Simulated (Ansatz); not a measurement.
# Geometry relaxation, with input and output: Ga3Sb (part 2 of 2)

The same run, continued: Ga3Sb (I4/mmm, 4 atoms in the cell); DFT PBEsol, scalar-relativistic, plane waves, PAW, no spin polarisation (Ansatz 0.2.0); cutoff 420 eV, 14×14×14 k-mesh, Gaussian smearing of 0.1 eV. The structure derives from a Materials Project entry.

Geometry of the input (Å; fractional positions):
```
-2.1588  2.1588  4.7605
2.1588  -2.1588  4.7605
2.1588  2.1588  -4.7605
Ga 0.7500  0.2500  0.5000
Ga 0.2500  0.7500  0.5000
Ga 0.5000  0.5000  0.0000
Sb 0.0000  0.0000  0.0000
```

**The program's output, continued**
```
Crystal: 4 atoms, lattice volume = 82.433 Å³
iter 1 solved again at ethr=2.13e-8 eV; its pass at ethr=3.10e-3 eV (dr2=1.15e-5 eV) is discarded
SCF iter   1: F=—  HF=-17637.381569 eV  |F-HF|=—  |Δ(HF+E_count)|=         —  Δρ=1.12e-4  dr2=1.04e-5  ethr=2.13e-8  ⟨swp⟩=3.0  Hψ=45771  notcnv=0
preconditioner: auto → Kerker (q_TF=auto, 2.543 Å⁻¹)  [metal: Δε(μ)=0.001 eV  Ē_g=17.940 eV  σ=0.100 eV  W_gap=0.00  n_scr=22 (ndim 8)  ℏωp=30.1 eV  f_vac=0.000  D(μ)=1.68/eV (n_scr^D=10)]
SCF iter   2: F=—  HF=-17637.381570 eV  |F-HF|=—  |Δ(HF+E_count)|=   1.65e-6  Δρ=7.46e-5  dr2=4.50e-6  ethr=1.92e-8  ⟨swp⟩=1.0  Hψ=8052  notcnv=0
SCF iter   3: F=—  HF=-17637.381572 eV  |F-HF|=—  |Δ(HF+E_count)|=   1.52e-6  Δρ=2.31e-5  dr2=3.12e-7  ethr=8.34e-9  ⟨swp⟩=2.0  Hψ=13037  notcnv=0
SCF iter   4: F=—  HF=-17637.381572 eV  |F-HF|=—  |Δ(HF+E_count)|=   3.42e-7  Δρ=6.69e-6  dr2=2.67e-8  ethr=5.79e-10  ⟨swp⟩=2.0  Hψ=13432  notcnv=0
SCF iter   5: F=—  HF=-17637.381572 eV  |F-HF|=—  |Δ(HF+E_count)|=   2.62e-9  Δρ=1.54e-6  dr2=2.35e-9  ethr=4.94e-11  ⟨swp⟩=2.0  Hψ=12556  notcnv=0
SCF iter   6: F=—  HF=-17637.381572 eV  |F-HF|=—  |Δ(HF+E_count)|=  7.79e-10  Δρ=4.47e-7  dr2=2.28e-10  ethr=4.35e-12  ⟨swp⟩=2.0  Hψ=13382  notcnv=0
SCF iter   7: F=—  HF=-17637.381572 eV  |F-HF|=—  |Δ(HF+E_count)|=  7.28e-12  Δρ=2.96e-7  dr2=5.37e-11  ethr=1.00e-12  ⟨swp⟩=5.1  Hψ=34159  notcnv=0
SCF iter   8: F=-17637.381572 eV  HF=-17637.381572 eV  |F-HF|=0.00e0  |Δ(HF+E_count)|=  5.82e-11  Δρ=8.49e-8  dr2=9.26e-12  ethr=1.00e-12  ⟨swp⟩=5.0  Hψ=30365  notcnv=0
SCF 9 converged in 8 iterations: F = -17637.381572 eV  dr2 = 9.26e-12
relax step   9: F+E_penalty+E_count = -17637.38157160 eV  Δ(F+E_penalty+E_count) = -9.452e-6 eV  max|allowed force component| = 1.735e-17 eV/Å  Δτ_max = 0.0000 Å  P = +0.009 GPa  Ω = 82.433 Å³  energy of the carried Pulay correction = +1.403e-3 eV  (8 SCF iters, accepted)
Initial wavefunctions: pseudopotential atomic-orbital guess (no wavefunctions were taken with the density)
iter 1 solved again at ethr=1.58e-7 eV; its pass at ethr=3.10e-3 eV (dr2=8.56e-5 eV) is discarded
SCF iter   1: F=—  HF=-17637.380018 eV  |F-HF|=—  |Δ(HF+E_count)|=         —  Δρ=8.80e-5  dr2=1.89e-6  ethr=1.58e-7  ⟨swp⟩=3.0  Hψ=52935  notcnv=0
preconditioner: auto → Kerker (q_TF=auto, 2.543 Å⁻¹)  [metal: Δε(μ)=0.001 eV  Ē_g=17.941 eV  σ=0.100 eV  W_gap=0.01  n_scr=22 (ndim 8)  ℏωp=30.1 eV  f_vac=0.000  D(μ)=1.68/eV (n_scr^D=10)]
SCF iter   2: F=—  HF=-17637.380017 eV  |F-HF|=—  |Δ(HF+E_count)|=   9.38e-7  Δρ=8.65e-5  dr2=2.75e-6  ethr=3.50e-9  ⟨swp⟩=2.0  Hψ=13266  notcnv=0
SCF iter   3: F=—  HF=-17637.380017 eV  |F-HF|=—  |Δ(HF+E_count)|=   3.41e-8  Δρ=2.48e-5  dr2=2.43e-7  ethr=3.50e-9  ⟨swp⟩=2.0  Hψ=13027  notcnv=0
SCF iter   4: F=—  HF=-17637.380017 eV  |F-HF|=—  |Δ(HF+E_count)|=   2.99e-7  Δρ=4.15e-6  dr2=1.37e-8  ethr=4.50e-10  ⟨swp⟩=2.0  Hψ=13379  notcnv=0
SCF iter   5: F=—  HF=-17637.380017 eV  |F-HF|=—  |Δ(HF+E_count)|=   2.23e-8  Δρ=8.27e-7  dr2=4.67e-10  ethr=2.54e-11  ⟨swp⟩=2.0  Hψ=13432  notcnv=0
SCF iter   6: F=-17637.380017 eV  HF=-17637.380017 eV  |F-HF|=1.46e-11  |Δ(HF+E_count)|=  5.09e-11  Δρ=1.74e-7  dr2=2.73e-11  ethr=1.00e-12  ⟨swp⟩=3.2  Hψ=35001  notcnv=0
SCF 10 converged in 6 iterations: F = -17637.380017 eV  dr2 = 2.73e-11
relax step  10: F+E_penalty+E_count = -17637.38001658 eV  Δ(F+E_penalty+E_count) = +1.555e-3 eV  max|allowed force component| = 7.806e-18 eV/Å  Δτ_max = 0.0000 Å  P = +0.014 GPa  Ω = 82.433 Å³  stress off target by 2.34e-2 GPa  SCF on the basis re-selected at this cell (its energy is not comparable with the rows above)  (6 SCF iters)
```

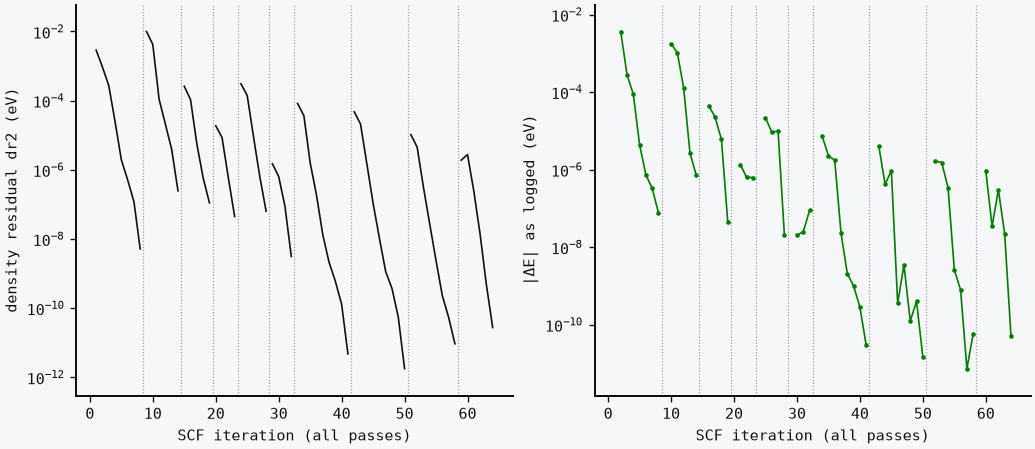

**Figure 1.** Convergence of the self-consistent field: density residual dr2 and size of the energy change against the SCF iteration. The dotted lines part the SCF passes of the relaxation: geometry steps, rejected trials and re-solves on a re-selected basis. The 10 passes take 4 to 9 iterations each, 64 in all.

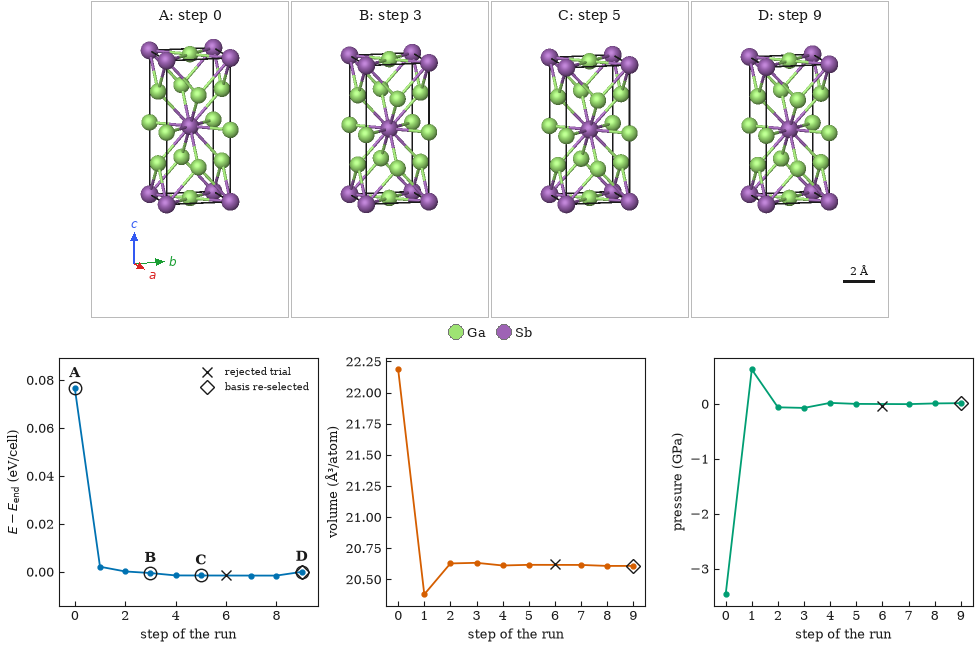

**Figure 2.** Frames of the relaxation (ball-and-stick view of the cell 2 times as large as that of the calculation, set on its symmetry axes, seen slightly off an axis) above the curves, on which the letters mark them (the first geometry is step 0 here and step 1 in the log).

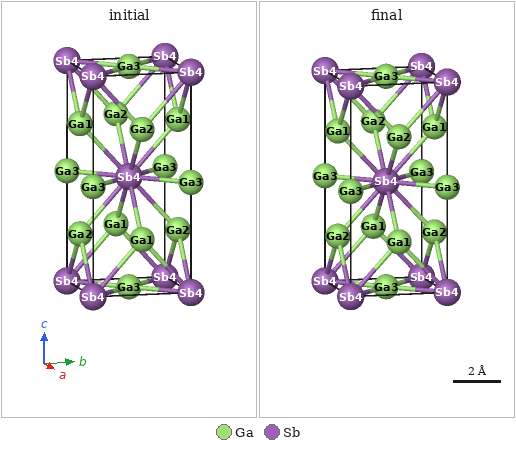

**Figure 3.** Before (left) and after (right) the relaxation, at one scale (ball-and-stick view of the cell 2 times as large as that of the calculation, set on its symmetry axes, seen slightly off an axis). The energy falls by 78.2 meV per cell of the calculation in 8 geometry steps. All forces vanish by symmetry, so only the cell relaxes. The pressure goes from −3.47 to 0.01 GPa. The line search rejected the trial step at point 6 (counted from 0) and went back. The atoms keep their places relative to the cell (all moves are under 0.005 Å). Cell: a = b 4.318 → 4.259 Å (−1.4 %), c 9.521 → 9.091 Å (−4.5 %). Volume −7.1 %. Among the contacts that change: Ga1–Sb4 3.213 → 3.114 Å, Ga3–Sb4 3.053 → 3.011 Å. The space group stays I4/mmm (No. 139). A last SCF at the same geometry on a re-selected plane-wave basis shifts the energy by +1.6 meV per cell of the calculation. (Atoms are counted from 1 in the order of the input.)

```
basis re-selected at this cell: Δ(F+E_penalty+E_count) = +1.555e-3 eV, ΔP = +0.005 GPa vs the last step (what re-selecting the basis moved, of the pressure what is left beyond the Pulay correction that the steps carried, after the strain that the cell walked since its last selection, with what the two solves' SCF thresholds leave and, on support functions, any second-order correction that the steps lacked; it is no measure of the basis error at this ecutwfc). This SCF's stress stands 2.34e-2 GPa from its target on what of the cell is left free (relax.cell.stress_tol is 5.00e-2 GPa) and its largest allowed force component is 7.81e-18 eV/Å (relax.f_tol is 5.00e-3 eV/Å): within both
SCF converged after 6 iterations
Free energy (F): -17637.380017 eV
Harris-Foulkes:  -17637.380017 eV  (|F-HF|=1.46e-11)
Internal energy: -17637.371611 eV  (E = F + TS)
E sigma→0 (E₀):  -17637.375814 eV
Entropy (-TS):   -0.008406 eV (-2.101 meV/atom)
Fermi energy:    10.411255 eV
--- Per-component energies (eV) ---
  E_band       = -239.448588
  E_kinetic    = 552.377110
  E_local      = -6763.516988  (includes V_loc(G=0)·N_el)
  E_nonlocal   = 1632.672448
  E_hartree    = 3159.130012
  E_xc         = -345.305774
  E_vxc        = -272.993033  (∫ρ·V_xc dr)
  E_paw        = -10335.503177  (= ΣΔE_a)
  E_vpaw       = -1706.248151  (= ΣTr[D̂ρ^β])
  E_aug_tail   = -0.000338  (compensation charges beyond the density's cutoff)
  E_ewald      = -5540.145694
  E_core_change = 2.920790  (= ΣΔE_core)
  E_smearing   = -0.008406  (= −TS)
  E_closure    = -0.000000  (closes the sum)
  Σ components = -17637.380017   (vs F -17637.380017, Δ=0.00e0)
--- Forces (eV/Å), atoms counted from 1 ---
  atom   1  Ga    -0.00000000     0.00000000    -0.00000000
  atom   2  Ga     0.00000000     0.00000000     0.00000000
  atom   3  Ga    -0.00000000     0.00000000     0.00000000
  atom   4  Sb     0.00000000     0.00000000     0.00000000
  max |Σ_I F_I| component: 3.47e-18 eV/Å
--- Stress (GPa, compression-positive) ---
        0.023417       0.000000       0.000000
        0.000000       0.023417      -0.000000
        0.000000      -0.000000      -0.005076
  P = ⅓ Tr σ = 0.0139 GPa (0.139 kbar)
--- Band table (eV; the first three rows and the last of 244) ---
  k-point 0: bands = ["-18.6611", "-18.6545", "-18.6545", "-18.6440", "-18.6439", "-4.5333", "-4.4875", "-4.4678", "-4.4223", "-4.4223", "-4.4190", "-4.4190", "-4.3918", "-4.3749", "-4.3486", "-4.3150", "-4.2849", "-4.2849", "-4.2793", "-4.2074", "-1.6405", "5.2920", "6.4202", "7.5731", "8.4797", "8.4797", "8.5601", "9.9704", "9.9704", "11.1757", "11.3847", "14.7318", "14.7318"]
  k-point 1: bands = ["-18.6610", "-18.6546", "-18.6546", "-18.6441", "-18.6435", "-4.5271", "-4.4835", "-4.4638", "-4.4269", "-4.4205", "-4.4187", "-4.4177", "-4.3877", "-4.3738", "-4.3470", "-4.3179", "-4.2905", "-4.2858", "-4.2828", "-4.2151", "-1.5607", "5.1929", "6.5013", "7.1111", "7.9750", "8.1208", "9.2748", "9.3393", "10.7311", "11.8757", "11.9563", "13.6481", "14.8305"]
  k-point 2: bands = ["-18.6605", "-18.6548", "-18.6547", "-18.6445", "-18.6423", "-4.5134", "-4.4696", "-4.4543", "-4.4380", "-4.4180", "-4.4165", "-4.4126", "-4.3754", "-4.3716", "-4.3433", "-4.3269", "-4.3055", "-4.2926", "-4.2914", "-4.2327", "-1.3217", "4.8532", "6.7189", "6.8207", "7.1477", "7.4211", "8.5176", "10.4821", "11.9796", "12.0812", "12.9608", "13.2395", "15.1292"]
  k-point 243: bands = ["-18.6610", "-18.6543", "-18.6543", "-18.6441", "-18.6440", "-4.5228", "-4.5227", "-4.5020", "-4.5020", "-4.4408", "-4.4362", "-4.3854", "-4.3380", "-4.3346", "-4.3346", "-4.2832", "-4.2775", "-4.2775", "-4.2702", "-4.2075", "-0.5407", "1.2864", "6.5923", "7.1247", "7.1247", "7.8967", "12.8334", "13.3824", "13.3824", "14.3872", "15.1850", "15.3923", "16.2588"]
--- Relaxed structure (9 steps of the walk, 8 accepted, 1 SCFs on fresh bases) ---
  F+E_penalty+E_count = -17637.38001658 eV   max|allowed force component| = 7.806e-18 eV/Å   (the final SCF, on the basis selected at the relaxed cell)
  cell:  # Å, volume = 82.4330 Å³
    - [-2.129314123501819, 2.129314123501819, 4.5452891319668485]
    - [2.129314123501819, -2.129314123501819, 4.5452891319668485]
    - [2.129314123501819, 2.129314123501819, -4.5452891319668485]
  atoms:
    - { symbol: Ga, position: [0.75, 0.25000000000000006, 0.5] }
    - { symbol: Ga, position: [0.25000000000000006, 0.75, 0.5] }
    - { symbol: Ga, position: [0.5000000000000001, 0.5000000000000001, -2.4258819868087747e-34] }
    - { symbol: Sb, position: [-2.465916120652958e-34, 8.283881765395272e-35, -1.6158970962559371e-34] }
```

**Trajectory as extended XYZ (Å, eV, eV/Å), 10 frames, from step=1 to step=10**
```
4
Lattice="-2.1588 2.1588 4.7605 2.1588 -2.1588 4.7605 2.1588 2.1588 -4.7605" Properties=species:S:1:pos:R:3:forces:R:3 step=1 energy=-17637.30338 pressure_GPa=-3.47
Ga    0.0000    2.1588    2.3802    0.0000   0.0000   0.0000
Ga    2.1588    0.0000    2.3802    0.0000   0.0000   0.0000
Ga    0.0000    0.0000    4.7605    0.0000   0.0000   0.0000
Sb    0.0000    0.0000    0.0000    0.0000   0.0000   0.0000
4
Lattice="-2.1043 2.1043 4.6025 2.1043 -2.1043 4.6025 2.1043 2.1043 -4.6025" Properties=species:S:1:pos:R:3:forces:R:3 step=2 energy=-17637.37787 pressure_GPa=0.63
Ga    0.0000    2.1043    2.3012    0.0000   0.0000   0.0000
Ga    2.1043    0.0000    2.3012    0.0000   0.0000   0.0000
Ga    0.0000    0.0000    4.6025    0.0000   0.0000   0.0000
Sb    0.0000    0.0000    0.0000    0.0000   0.0000   0.0000
4
Lattice="-2.1154 2.1154 4.6098 2.1154 -2.1154 4.6098 2.1154 2.1154 -4.6098" Properties=species:S:1:pos:R:3:forces:R:3 step=3 energy=-17637.37984 pressure_GPa=-0.06
Ga    0.0000    2.1154    2.3049    0.0000   0.0000   0.0000
Ga    2.1154    0.0000    2.3049    0.0000   0.0000   0.0000
Ga    0.0000    0.0000    4.6098    0.0000   0.0000   0.0000
Sb    0.0000    0.0000    0.0000    0.0000   0.0000   0.0000
4
Lattice="-2.1194 2.1194 4.5936 2.1194 -2.1194 4.5936 2.1194 2.1194 -4.5936" Properties=species:S:1:pos:R:3:forces:R:3 step=4 energy=-17637.38050 pressure_GPa=-0.07
Ga    0.0000    2.1194    2.2968    0.0000   0.0000   0.0000
Ga    2.1194    0.0000    2.2968    0.0000   0.0000   0.0000
Ga    0.0000    0.0000    4.5936    0.0000   0.0000   0.0000
Sb    0.0000    0.0000    0.0000    0.0000   0.0000   0.0000
4
Lattice="-2.1354 2.1354 4.5201 2.1354 -2.1354 4.5201 2.1354 2.1354 -4.5201" Properties=species:S:1:pos:R:3:forces:R:3 step=5 energy=-17637.38150 pressure_GPa=0.02
Ga    0.0000    2.1354    2.2600    0.0000   0.0000   0.0000
Ga    2.1354    0.0000    2.2600    0.0000   0.0000   0.0000
Ga    0.0000    0.0000    4.5201    0.0000   0.0000   0.0000
Sb    0.0000    0.0000    0.0000    0.0000   0.0000   0.0000
4
Lattice="-2.1343 2.1343 4.5258 2.1343 -2.1343 4.5258 2.1343 2.1343 -4.5258" Properties=species:S:1:pos:R:3:forces:R:3 step=6 energy=-17637.38153 pressure_GPa=0.00
Ga    0.0000    2.1343    2.2629    0.0000   0.0000   0.0000
Ga    2.1343    0.0000    2.2629    0.0000   0.0000   0.0000
Ga    0.0000    0.0000    4.5258    0.0000   0.0000   0.0000
Sb    0.0000    0.0000    0.0000    0.0000   0.0000   0.0000
4
Lattice="-2.1260 2.1260 4.5620 2.1260 -2.1260 4.5620 2.1260 2.1260 -4.5620" Properties=species:S:1:pos:R:3:forces:R:3 step=7 energy=-17637.38141 pressure_GPa=-0.03 accepted=F
Ga    0.0000    2.1260    2.2810    0.0000   0.0000   0.0000
Ga    2.1260    0.0000    2.2810    0.0000   0.0000   0.0000
Ga    0.0000    0.0000    4.5620    0.0000   0.0000   0.0000
Sb    0.0000    0.0000    0.0000    0.0000   0.0000   0.0000
4
Lattice="-2.1324 2.1324 4.5341 2.1324 -2.1324 4.5341 2.1324 2.1324 -4.5341" Properties=species:S:1:pos:R:3:forces:R:3 step=8 energy=-17637.38156 pressure_GPa=-0.00
Ga    0.0000    2.1324    2.2670    0.0000   0.0000   0.0000
Ga    2.1324    0.0000    2.2670    0.0000   0.0000   0.0000
Ga    0.0000    0.0000    4.5341    0.0000   0.0000   0.0000
Sb    0.0000    0.0000    0.0000    0.0000   0.0000   0.0000
4
Lattice="-2.1293 2.1293 4.5453 2.1293 -2.1293 4.5453 2.1293 2.1293 -4.5453" Properties=species:S:1:pos:R:3:forces:R:3 step=9 energy=-17637.38157 pressure_GPa=0.01
Ga    0.0000    2.1293    2.2726    0.0000   0.0000   0.0000
Ga    2.1293    0.0000    2.2726    0.0000   0.0000   0.0000
Ga    0.0000    0.0000    4.5453    0.0000   0.0000   0.0000
Sb    0.0000    0.0000    0.0000    0.0000   0.0000   0.0000
4
Lattice="-2.1293 2.1293 4.5453 2.1293 -2.1293 4.5453 2.1293 2.1293 -4.5453" Properties=species:S:1:pos:R:3:forces:R:3 step=10 energy=-17637.38002 pressure_GPa=0.01
Ga    0.0000    2.1293    2.2726    0.0000   0.0000   0.0000
Ga    2.1293    0.0000    2.2726    0.0000   0.0000   0.0000
Ga    0.0000    0.0000    4.5453    0.0000   0.0000   0.0000
Sb    0.0000    0.0000    0.0000    0.0000   0.0000   0.0000
```
